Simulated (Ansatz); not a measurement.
H4C: several calculations on one system

**1. Relaxation**

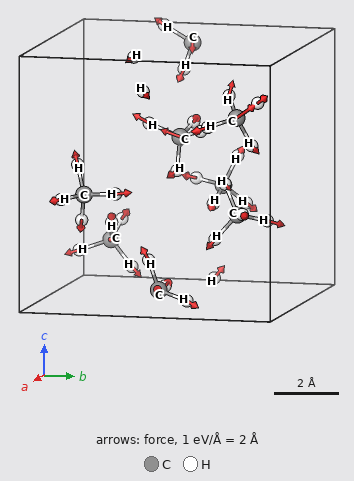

Starting geometry of an amorphous cell of composition H4C with the computed forces as red arrows. Style: ball-and-stick. Shown: the cell of the calculation (origin shifted), slightly off an axis.

The cell holds 8 CH4. The run prepares the start of a later molecular dynamics calculation, from a guessed geometry.

Theory: DFT LDA, scalar-relativistic, plane waves, PAW in Ansatz 0.2.0.

Input file:
```yaml
accuracy: low
crystal:
  lattice:
    - [8.215003, 0.0, 0.0]
    - [0.0, 8.215003, 0.0]
    - [0.0, 0.0, 8.215003]
  atoms:
    - { symbol: C, position: [0.5119071, 0.2157132, 0.0166638] }
    - { symbol: H, position: [0.5633392, 0.1293758, -0.0699087] }
    - { symbol: H, position: [0.3795306, 0.2079023, 0.0135532] }
    - { symbol: H, position: [0.5497178, 0.3386551, -0.0157375] }
    - { symbol: H, position: [0.5550408, 0.1869195, 0.1387483] }
    - { symbol: C, position: [0.8726943, 0.1865456, 0.8889677] }
    - { symbol: H, position: [0.9026202, 0.2808455, 0.9773204] }
    - { symbol: H, position: [0.8591186, 0.0702539, 0.9513068] }
    - { symbol: H, position: [0.9699835, 0.1775301, 0.7992585] }
    - { symbol: H, position: [0.7590549, 0.2175529, 0.8279853] }
    - { symbol: C, position: [0.0938635, 0.9188922, 0.1422051] }
    - { symbol: H, position: [0.1060297, 0.7943716, 0.0981504] }
    - { symbol: H, position: [-0.0214396, 0.9319948, 0.2064525] }
    - { symbol: H, position: [0.0969681, 1.0026628, 0.0394089] }
    - { symbol: H, position: [0.193896, 0.9465396, 0.2248087] }
    - { symbol: C, position: [0.5570369, 0.5377642, 0.707008] }
    - { symbol: H, position: [0.5076678, 0.5857381, 0.5936263] }
    - { symbol: H, position: [0.649014, 0.4461132, 0.6799054] }
    - { symbol: H, position: [0.4593976, 0.4827791, 0.7779828] }
    - { symbol: H, position: [0.6120682, 0.6364263, 0.7765174] }
    - { symbol: C, position: [0.4376372, 0.5105077, 0.3109723] }
    - { symbol: H, position: [0.5585523, 0.5609524, 0.3316869] }
    - { symbol: H, position: [0.3951487, 0.4507101, 0.4214856] }
    - { symbol: H, position: [0.442909, 0.4221928, 0.2121447] }
    - { symbol: H, position: [0.3539387, 0.6081756, 0.2785721] }
    - { symbol: C, position: [0.0148605, 0.3461969, 0.3588887] }
    - { symbol: H, position: [-0.0642384, 0.4175614, 0.2798653] }
    - { symbol: H, position: [0.0248201, 0.4058043, 0.4769649] }
    - { symbol: H, position: [0.1352002, 0.3365511, 0.3039385] }
    - { symbol: H, position: [-0.03634, 0.2248709, 0.3747863] }
    - { symbol: C, position: [0.595391, 0.9393429, 0.3913534] }
    - { symbol: H, position: [0.5272802, 0.8967009, 0.4968844] }
    - { symbol: H, position: [0.5270608, 0.9125715, 0.2808613] }
    - { symbol: H, position: [0.7128192, 0.8778342, 0.3867152] }
    - { symbol: H, position: [0.6144037, 1.070265, 0.4009526] }
    - { symbol: C, position: [0.3221797, 0.2524847, 0.5888291] }
    - { symbol: H, position: [0.1980232, 0.274841, 0.6298119] }
    - { symbol: H, position: [0.3675255, 0.1407369, 0.6440594] }
    - { symbol: H, position: [0.3995477, 0.3540846, 0.6246882] }
    - { symbol: H, position: [0.3236223, 0.2402765, 0.4567568] }
basis:
  ecutwfc: 420.0
kpoints:
  mp_grid: { grid: [1, 1, 1] }
hamiltonian:
  xc: lda
scf:
  occupations: { method: fermi_dirac, width: 0.05 }
  lower_state_search: "off"
relax:
  f_tol: 0.3
  max_steps: 15
  adjacent_minimum: "off"
```

Run as
```bash
ansatz run input.yaml --threads 1 --pin off --max-ram 3072MiB --backend cpu --events-out ev --progress --plain --runs-dir out
```

Is this structure relaxed? If not, where do the atoms go?

Answer. It isn't relaxed: the largest force vector, on C16, is 0.45 eV/Å. The final displacements follow the starting forces only in part (cosine between the two patterns 0.49). After 1 geometry step the energy has fallen by 7.4 meV per atom. Largest force component: 0.35 eV/Å at the start, 0.12 eV/Å at the end. The atom that moves furthest is H40 (0.20 Å roughly along [−1 −3 1]). Largest moves by element: H 0.20 Å, C 0.15 Å. The cell stays as it was. Near-neighbour distances that change, for instance: C11–H12 1.090 → 1.095 Å, C11–H14 1.090 → 1.095 Å.

Limits of the set-up: the program's low-accuracy preset was used; the periodic images lie only 8.2 Å apart, so the values are limited by the cell's size.

**2. Dynamics**

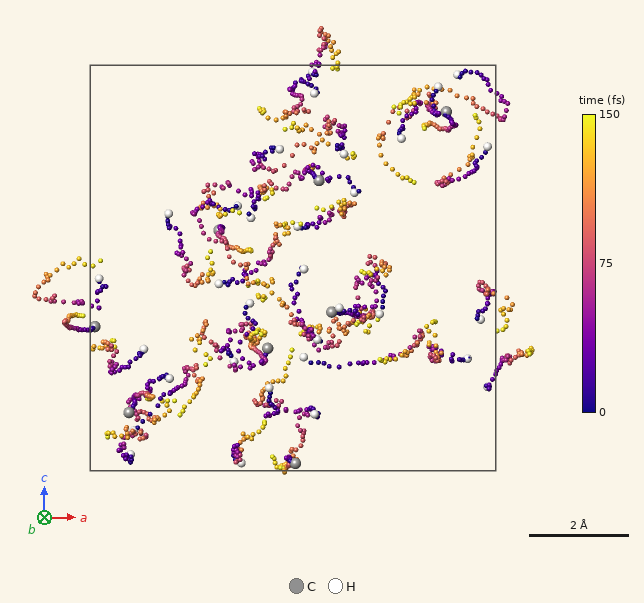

A Born-Oppenheimer molecular dynamics run of a periodic cell with 8 CH4 at 0.384 g/cm³, 150 fs long. Dots mark each atom's position at evenly spaced times, coloured by time; spheres stand at the starting positions. Seen along the b axis in the simulation cell.

The calculation used Ansatz, DFT LDA, scalar-relativistic, plane waves, PAW. Set-up: plane-wave cutoff 420 eV; k-point mesh 1 × 1 × 1; Fermi-Dirac smearing 0.05 eV; low-accuracy preset; Langevin thermostat (NVT); set temperature 700 K; time step 0.5 fs; friction 0.02 per fs.

> How do the atoms move?

Root-mean-square distances from the starting positions over the second half, with the common drift of all atoms taken out: H 1.38 Å, C 0.58 Å. The heavy atoms stay within a fraction of a molecule's size of their starting places, while the hydrogen atoms travel further, as molecules turn; so short a run doesn't tell a liquid from a solid.

Limits of the set-up: the program's low-accuracy preset was used; the periodic images lie only 8.2 Å apart, so the values are limited by the cell's size.

The run took 7.5 min on 1 thread of Arm Neoverse V1 (shared host), peak memory 0.42 GiB.

**3. Dynamics**

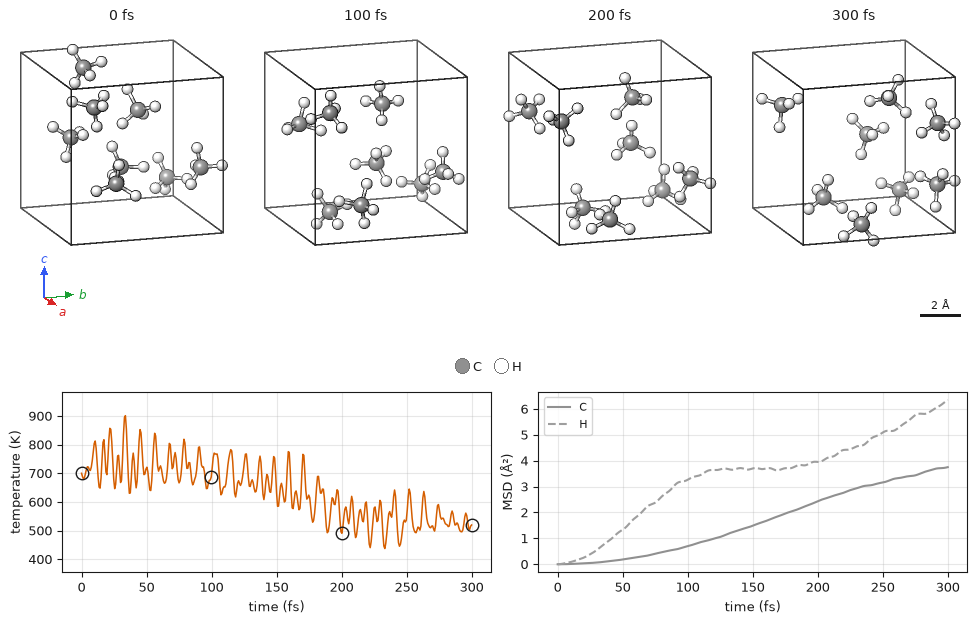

A Born-Oppenheimer molecular dynamics run of a periodic cell with 8 CH4 at 0.384 g/cm³, 300 fs long. It starts from the last geometry of an earlier run, with fresh velocities. Frames and the history of the run. The picture is a ball-and-stick view of the simulation cell, seen slightly off an axis. Atoms that leave the cell re-enter on the other side.

The calculation used DFT LDA, scalar-relativistic, plane waves, PAW (Ansatz 0.2.0). Settings: plane-wave cutoff 420 eV; k-point mesh 1 × 1 × 1; Fermi-Dirac smearing 0.05 eV; low-accuracy preset; Nosé-Hoover thermostat (NVT); set temperature 700 K; time step 0.75 fs; thermostat time 100.0 fs.

Q: Describe the run.

A: In the second half of the run the atoms are, in the root-mean-square, this far from where they began (common drift taken out): H 2.15 Å, C 1.66 Å. The molecules turn and drift from their places. The mean temperature in the second half is 564 K (standard deviation 64 K). The potential energy in the second half lies on average 14.5 meV per atom below the first frame.

Limits of the set-up: the program's low-accuracy preset was used; the periodic images lie only 8.2 Å apart, so the values are limited by the cell's size.

Cost: 10 min on 1 thread of Arm Neoverse V1, on a shared host, peak memory 0.42 GiB.
